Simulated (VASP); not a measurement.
## Hf4O7: geometry relaxation (part 4 of 5)

Hf4O7 (P1, 11 atoms in the cell); Kohn-Sham DFT of a periodic cell, PBE, VASP PAW PBE potentials, recommended, no spin polarisation (VASP 6.6.1); cutoff 600 eV, 4×4×4 k-mesh, Gaussian smearing of 0.05 eV. The structure was built on a prototype by a generator; it need not be a known phase.

Geometry of the input (Å; fractional positions):
```
5.1180  0.0000  0.0000
0.0000  5.1857  0.0000
-0.8587  0.0000  5.2139
Hf 0.2755  0.0397  0.2080
Hf 0.7245  0.5397  0.2920
Hf 0.7245  0.9603  0.7920
Hf 0.2755  0.4603  0.7080
O  0.5513  0.2581  0.0199
O  0.5513  0.2419  0.5199
O  0.4487  0.7419  0.9801
O  0.0742  0.3316  0.3467
O  0.9258  0.8316  0.1533
O  0.9258  0.6684  0.6533
O  0.0742  0.1684  0.8467
```

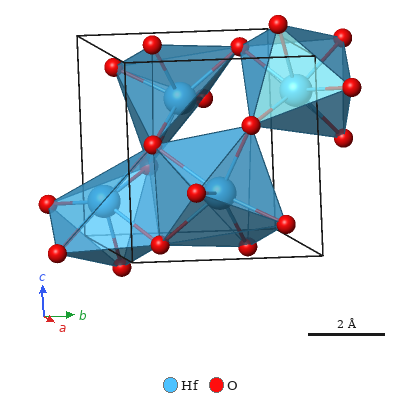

*The starting structure (polyhedral view of the cell of the calculation, seen slightly off an axis; polyhedra are completed across the faces of the cell).*

Parts of OUTCAR, continued
```
 -----------------------------------------------------------------------------------
      1.25278      0.22924      1.07870        -0.002845     -0.000846     -0.002317
      3.45434      2.85010      1.48556         0.003217      0.002329     -0.001000
      3.01401      4.97763      4.07976         0.003628     -0.006329      0.003611
      0.77770      2.35103      3.66874        -0.004504      0.000817      0.000565
      2.80895      1.35569      0.09435        -0.000961     -0.001379     -0.002765
      2.35604      1.21231      2.68631         0.001647     -0.001226      0.002035
      1.43963      3.85018      5.05449         0.001142     -0.002461     -0.001185
      0.08248      1.76582      1.76257         0.001956      0.003615     -0.001509
      4.63421      4.35925      0.82252        -0.003335     -0.000211      0.001216
      4.15417      3.42322      3.41264        -0.001564      0.003606      0.000028
     -0.34837      0.80260      4.34302         0.001620      0.002084      0.001322
 -----------------------------------------------------------------------------------
    total drift:                                0.000323     -0.000465     -0.000953

  FREE ENERGIE OF THE ION-ELECTRON SYSTEM (eV)
  ---------------------------------------------------
  free  energy   TOTEN  =      -110.7978613515 eV

  energy  without entropy=     -110.7978613515  energy(sigma->0) =     -110.79786135

--------------------------------------- Ionic step       39  -------------------------------------------

 number of electron      82.0000010 magnetization

------------------------ aborting loop because EDIFF is reached ----------------------------------------

  FORCE on cell =-STRESS in cart. coord.  units (eV):
  Direction    XX          YY          ZZ          XY          YZ          ZX
  --------------------------------------------------------------------------------------
  -------------------------------------------------------------------------------------
  Total       -0.0185838     -0.0007680     -0.0024496     -0.0013364      0.0009878     -0.0006136
  in kB       -0.2153323     -0.0088984     -0.0283843     -0.0154849      0.0114453     -0.0071099
  external PRESSURE =      -0.0842050 kB  Pullay stress =       0.0000000 kB

 VOLUME and BASIS-vectors are now :
 -----------------------------------------------------------------------------
  energy-cutoff  :      600.00
  volume of cell :      138.27
      direct lattice vectors                 reciprocal lattice vectors
     5.118460186  0.001997504 -0.010293314     0.195437041  0.000060277  0.032723392
     0.001948312  5.205414313 -0.021224487    -0.000073372  0.192110939  0.000795835
    -0.869248162 -0.021838327  5.191534122     0.000387195  0.000785524  0.192689425

 POSITION                                       TOTAL-FORCE (eV/Angst)
 -----------------------------------------------------------------------------------
      1.25282      0.22921      1.07868        -0.004749     -0.000802     -0.002201
      3.45429      2.85005      1.48558         0.004760      0.003121     -0.000972
      3.01399      4.97758      4.07966         0.005130     -0.006657      0.004352
      0.77780      2.35100      3.66865        -0.006376      0.000492      0.001045
      2.80893      1.35569      0.09438        -0.001086     -0.001527     -0.003366
      2.35607      1.21223      2.68631         0.001867     -0.001186      0.001683
      1.43970      3.85011      5.05446         0.000763     -0.002407     -0.001587
      0.08259      1.76595      1.76246         0.002161      0.002634     -0.001547
      4.63411      4.35932      0.82263        -0.003420     -0.000392      0.000791
      4.15423      3.42316      3.41261        -0.002134      0.003818      0.000700
     -0.34835      0.80252      4.34292         0.003082      0.002906      0.001101
 -----------------------------------------------------------------------------------
    total drift:                                0.000342     -0.000566     -0.000793

  FREE ENERGIE OF THE ION-ELECTRON SYSTEM (eV)
  ---------------------------------------------------
  free  energy   TOTEN  =      -110.7978612037 eV

  energy  without entropy=     -110.7978612037  energy(sigma->0) =     -110.79786120

--------------------------------------- Ionic step       40  -------------------------------------------

 number of electron      82.0000010 magnetization

 Free energy of the ion-electron system (eV)
  ---------------------------------------------------
  ext. energy  EPLUGINS =         0.00000000
  ---------------------------------------------------
  free energy    TOTEN  =      -110.79786495 eV

  energy without entropy =     -110.79786495  energy(sigma->0) =     -110.79786495

 E-fermi :   5.6160     XC(G=0): -11.1790     alpha+bet :-11.5117

 val. band max:        5.3424576276   @ k =   0.0000   0.5000   0.5000
 cond. band min:       6.4107867287   @ k =   0.5000   0.2500   0.2500
 fundamental gap:      1.0683291011
 Fermi energy:         5.6159872913

 k-point     1 :       0.0000    0.0000    0.0000
  band No.  band energies     occupation
      1     -26.8298      2.00000
      2     -26.7738      2.00000
      3     -26.6717      2.00000
      4     -26.5747      2.00000
      5     -26.4924      2.00000
      6     -26.4345      2.00000
      7     -26.4289      2.00000
      8     -26.3819      2.00000
      9     -26.3326      2.00000
     10     -26.3227      2.00000
     11     -26.2224      2.00000
     12     -26.1893      2.00000
     13     -15.2733      2.00000
     14     -14.1495      2.00000
     15     -13.9580      2.00000
     16     -13.5415      2.00000
     17     -13.4327      2.00000
     18     -13.3532      2.00000
     19     -13.2439      2.00000
     20      -2.6273      2.00000
     21      -2.4471      2.00000
     22      -2.0520      2.00000
     23      -1.5318      2.00000
     24      -1.2766      2.00000
     25      -1.2131      2.00000
     26      -0.6942      2.00000
     27      -0.4280      2.00000
     28      -0.2528      2.00000
     29      -0.1290      2.00000
     30       0.0669      2.00000
     31       0.2477      2.00000
     32       0.5852      2.00000
     33       0.7518      2.00000
     34       0.9071      2.00000
     35       1.3034      2.00000
     36       1.4515      2.00000
     37       1.6542      2.00000
     38       1.9903      2.00000
     39       2.1035      2.00000
     40       2.5638      2.00000
     41       4.2586      2.00000
     42       7.1193      0.00000
     43       7.4314      0.00000
     44       7.7438      0.00000
     45       7.9506      0.00000
     46       8.0764      0.00000
     47       8.3434      0.00000
     48       8.7629      0.00000
     49       9.0510      0.00000

 k-point     2 :       0.2500    0.0000    0.0000
  band No.  band energies     occupation
      1     -26.7934      2.00000
      2     -26.7415      2.00000
      3     -26.6519      2.00000
      4     -26.5823      2.00000
      5     -26.4919      2.00000
      6     -26.4553      2.00000
      7     -26.4259      2.00000
      8     -26.4051      2.00000
      9     -26.3427      2.00000
     10     -26.3286      2.00000
     11     -26.2522      2.00000
     12     -26.2021      2.00000
     13     -15.0563      2.00000
     14     -14.0947      2.00000
     15     -13.9730      2.00000
     16     -13.6552      2.00000
     17     -13.4617      2.00000
     18     -13.4016      2.00000
     19     -13.3004      2.00000
     20      -2.5495      2.00000
     21      -2.3300      2.00000
     22      -2.0673      2.00000
     23      -1.4704      2.00000
     24      -1.3382      2.00000
     25      -1.0458      2.00000
     26      -0.7311      2.00000
     27      -0.5678      2.00000
     28      -0.3768      2.00000
     29      -0.2285      2.00000
     30       0.1467      2.00000
     31       0.3313      2.00000
     32       0.3915      2.00000
     33       0.8516      2.00000
     34       1.0528      2.00000
     35       1.1736      2.00000
     36       1.3526      2.00000
     37       1.6853      2.00000
     38       1.9013      2.00000
     39       2.0010      2.00000
     40       2.5260      2.00000
     41       4.5551      2.00000
     42       6.8393      0.00000
     43       7.1847      0.00000
     44       7.5548      0.00000
     45       7.7518      0.00000
     46       8.3599      0.00000
     47       8.6480      0.00000
     48       8.8262      0.00000
     49       9.0918      0.00000

 k-point     3 :       0.5000    0.0000    0.0000
  band No.  band energies     occupation
      1     -26.7665      2.00000
      2     -26.6674      2.00000
      3     -26.6217      2.00000
      4     -26.5840      2.00000
      5     -26.5392      2.00000
      6     -26.4983      2.00000
      7     -26.4254      2.00000
      8     -26.4053      2.00000
      9     -26.3510      2.00000
     10     -26.3248      2.00000
     11     -26.2986      2.00000
     12     -26.2084      2.00000
     13     -14.7193      2.00000
     14     -14.0375      2.00000
     15     -14.0102      2.00000
     16     -13.9637      2.00000
     17     -13.4711      2.00000
     18     -13.3991      2.00000
     19     -13.3318      2.00000
     20      -2.7140      2.00000
     21      -2.1602      2.00000
     22      -1.6834      2.00000
     23      -1.3432      2.00000
     24      -1.2647      2.00000
     25      -1.0051      2.00000
     26      -0.7929      2.00000
     27      -0.6884      2.00000
     28      -0.5490      2.00000
     29      -0.4893      2.00000
     30      -0.0385      2.00000
     31       0.1674      2.00000
     32       0.6792      2.00000
     33       0.7753      2.00000
     34       0.9625      2.00000
     35       1.1789      2.00000
     36       1.3692      2.00000
     37       1.6439      2.00000
     38       1.9236      2.00000
     39       2.1058      2.00000
     40       2.4881      2.00000
     41       4.6726      2.00000
     42       6.4117      0.00000
     43       7.1833      0.00000
     44       7.6329      0.00000
     45       8.0581      0.00000
     46       8.3224      0.00000
     47       8.6038      0.00000
     48       8.8354      0.00000
     49       9.1226      0.00000

 k-point     4 :       0.0000    0.2500    0.0000
  band No.  band energies     occupation
      1     -26.7962      2.00000
      2     -26.7346      2.00000
      3     -26.6541      2.00000
      4     -26.5781      2.00000
      5     -26.5204      2.00000
      6     -26.4464      2.00000
      7     -26.4348      2.00000
      8     -26.4082      2.00000
      9     -26.3570      2.00000
     10     -26.3005      2.00000
     11     -26.2403      2.00000
     12     -26.1988      2.00000
     13     -15.0562      2.00000
     14     -14.1512      2.00000
     15     -13.9235      2.00000
     16     -13.6395      2.00000
     17     -13.4867      2.00000
     18     -13.3902      2.00000
     19     -13.3210      2.00000
     20      -2.3998      2.00000
     21      -2.3196      2.00000
     22      -2.0106      2.00000
     23      -1.5466      2.00000
     24      -1.2092      2.00000
     25      -1.1493      2.00000
     26      -0.8964      2.00000
     27      -0.6278      2.00000
     28      -0.4982      2.00000
     29      -0.1132      2.00000
     30       0.1497      2.00000
     31       0.4159      2.00000
     32       0.6537      2.00000
     33       0.9387      2.00000
     34       0.9797      2.00000
     35       1.1521      2.00000
     36       1.3318      2.00000
     37       1.6328      2.00000
     38       1.6838      2.00000
     39       2.0502      2.00000
     40       2.3229      2.00000
     41       4.6253      2.00000
     42       7.1477      0.00000
     43       7.4889      0.00000
     44       7.7145      0.00000
     45       8.0319      0.00000
     46       8.1426      0.00000
     47       8.3327      0.00000
     48       8.7402      0.00000
     49       8.9738      0.00000

 k-point     5 :       0.2500    0.2500    0.0000
  band No.  band energies     occupation
      1     -26.7875      2.00000
      2     -26.7227      2.00000
      3     -26.6211      2.00000
      4     -26.5775      2.00000
      5     -26.5295      2.00000
      6     -26.4723      2.00000
      7     -26.4394      2.00000
      8     -26.4052      2.00000
      9     -26.3557      2.00000
     10     -26.3238      2.00000
     11     -26.2368      2.00000
     12     -26.2085      2.00000
     13     -14.8913      2.00000
     14     -14.1599      2.00000
     15     -13.9406      2.00000
     16     -13.7196      2.00000
     17     -13.4950      2.00000
     18     -13.4117      2.00000
     19     -13.3399      2.00000
     20      -2.4637      2.00000
     21      -2.1221      2.00000
     22      -1.8711      2.00000
     23      -1.4400      2.00000
     24      -1.2241      2.00000
     25      -1.1210      2.00000
     26      -0.8164      2.00000
     27      -0.7435      2.00000
     28      -0.4241      2.00000
     29      -0.2817      2.00000
     30      -0.0720      2.00000
     31       0.4277      2.00000
     32       0.6032      2.00000
     33       0.7948      2.00000
     34       0.9761      2.00000
     35       1.2160      2.00000
     36       1.4376      2.00000
     37       1.6356      2.00000
     38       1.7700      2.00000
     39       1.8109      2.00000
     40       2.2517      2.00000
     41       4.8203      2.00000
     42       6.8027      0.00000
     43       7.3410      0.00000
     44       7.7583      0.00000
     45       7.8812      0.00000
     46       8.2664      0.00000
     47       8.5067      0.00000
     48       8.6941      0.00000
     49       9.0346      0.00000

 [... the levels of 18 k-points are left out ...]

 k-point    24 :       0.2500    0.5000    0.2500
  band No.  band energies     occupation
      1     -26.7409      2.00000
      2     -26.6929      2.00000
      3     -26.6699      2.00000
      4     -26.6075      2.00000
      5     -26.5342      2.00000
      6     -26.4649      2.00000
      7     -26.4306      2.00000
      8     -26.3926      2.00000
      9     -26.3544      2.00000
     10     -26.3084      2.00000
     11     -26.2870      2.00000
     12     -26.2080      2.00000
     13     -14.4483      2.00000
     14     -14.3247      2.00000
     15     -14.1604      2.00000
     16     -13.6669      2.00000
     17     -13.5373      2.00000
     18     -13.4398      2.00000
     19     -13.4052      2.00000
     20      -2.0792      2.00000
     21      -1.8190      2.00000
     22      -1.5724      2.00000
     23      -1.4120      2.00000
     24      -1.1695      2.00000
     25      -0.9961      2.00000
     26      -0.9259      2.00000
     27      -0.7053      2.00000
     28      -0.5129      2.00000
     29      -0.3278      2.00000
     30      -0.0391      2.00000
     31       0.4326      2.00000
     32       0.5172      2.00000
     33       0.5896      2.00000
     34       0.7327      2.00000
     35       1.0925      2.00000
     36       1.2187      2.00000
     37       1.4375      2.00000
     38       1.5311      2.00000
     39       1.8218      2.00000
     40       1.9469      2.00000
     41       5.0314      2.00000
     42       6.6904      0.00000
     43       7.3057      0.00000
     44       7.5584      0.00000
     45       7.9129      0.00000
     46       8.2693      0.00000
     47       8.4946      0.00000
     48       8.7069      0.00000
     49       8.9377      0.00000

 [... further k-points ...]

------------------------ aborting loop because EDIFF is reached ----------------------------------------

  FORCE on cell =-STRESS in cart. coord.  units (eV):
  Direction    XX          YY          ZZ          XY          YZ          ZX
  --------------------------------------------------------------------------------------
  -------------------------------------------------------------------------------------
  Total        0.0216830      0.0199301      0.0268163      0.0051181      0.0097468     -0.0102020
  in kB        0.2512764      0.2309633      0.3107651      0.0593123      0.1129526     -0.1182276
  external PRESSURE =       0.2643350 kB  Pullay stress =       0.0000000 kB

 VOLUME and BASIS-vectors are now :
 -----------------------------------------------------------------------------
  energy-cutoff  :      600.00
  volume of cell :      138.25
      direct lattice vectors                 reciprocal lattice vectors
     5.117979092  0.001874951 -0.009989141     0.195453448  0.000066110  0.032713813
     0.001821814  5.205514109 -0.021404235    -0.000068811  0.192107308  0.000802575
    -0.868858004 -0.021998571  5.191163279     0.000375819  0.000792225  0.192701309

 POSITION                                       TOTAL-FORCE (eV/Angst)
 -----------------------------------------------------------------------------------
      1.25267      0.22906      1.07850        -0.000841      0.002533      0.002964
      3.45405      2.85000      1.48563        -0.001005     -0.002146     -0.001304
      3.01387      4.97708      4.07949        -0.000355      0.001678      0.000693
      0.77780      2.35092      3.66834        -0.001497     -0.001692      0.001588
      2.80858      1.35559      0.09437        -0.000061     -0.000671     -0.001244
      2.35605      1.21189      2.68636         0.001499     -0.002318     -0.000171
      1.43982      3.84977      5.05424        -0.001832     -0.001350     -0.001606
      0.08303      1.76652      1.76201         0.001847     -0.000479     -0.002060
      4.63324      4.35948      0.82302        -0.000008      0.002201     -0.001314
      4.15401      3.42309      3.41252        -0.000485      0.000905      0.002476
     -0.34813      0.80235      4.34257         0.002737      0.001339     -0.000022
 -----------------------------------------------------------------------------------
    total drift:                                0.000227     -0.001391     -0.000924

  FREE ENERGIE OF THE ION-ELECTRON SYSTEM (eV)
  ---------------------------------------------------
  free  energy   TOTEN  =      -110.7978649513 eV

  energy  without entropy=     -110.7978649513  energy(sigma->0) =     -110.79786495

 reached required accuracy - stopping structural energy minimisation
```

CONTCAR
```
Hf4O7
   1.00000000000000
     5.1179790922691870    0.0018749507586381   -0.0099891407885626
     0.0018218138716265    5.2055141085101839   -0.0214042349544304
    -0.8688580037435490   -0.0219985711907353    5.1911632788160107
  Hf              O
     4     7
Direct
     0.2801348467714554    0.0447831553750444    0.2084803139645188
     0.7238942536356896    0.5484598806426111    0.2898379414194003
     0.7228554541171058    0.9592009183291839    0.7911989336333975
     0.2721845286713176    0.4545191232903292    0.7090479704754313
     0.5521235430609753    0.2603021147516298    0.0203146303100634
     0.5484596747055142    0.2348075093430659    0.5195110023592844
     0.4470150462910716    0.7435271485088113    0.9775500129896791
     0.0739875286527262    0.3407695228132220    0.3409723344504291
     0.9327954639923971    0.8378294252033616    0.1637920979834535
     0.9237780153339988    0.6600539671721843    0.6618701497748010
     0.0740716447677459    0.1576472345705576    0.8373246126395415

  0.00000000E+00  0.00000000E+00  0.00000000E+00
  0.00000000E+00  0.00000000E+00  0.00000000E+00
  0.00000000E+00  0.00000000E+00  0.00000000E+00
  0.00000000E+00  0.00000000E+00  0.00000000E+00
  0.00000000E+00  0.00000000E+00  0.00000000E+00
  0.00000000E+00  0.00000000E+00  0.00000000E+00
  0.00000000E+00  0.00000000E+00  0.00000000E+00
  0.00000000E+00  0.00000000E+00  0.00000000E+00
  0.00000000E+00  0.00000000E+00  0.00000000E+00
  0.00000000E+00  0.00000000E+00  0.00000000E+00
  0.00000000E+00  0.00000000E+00  0.00000000E+00
```
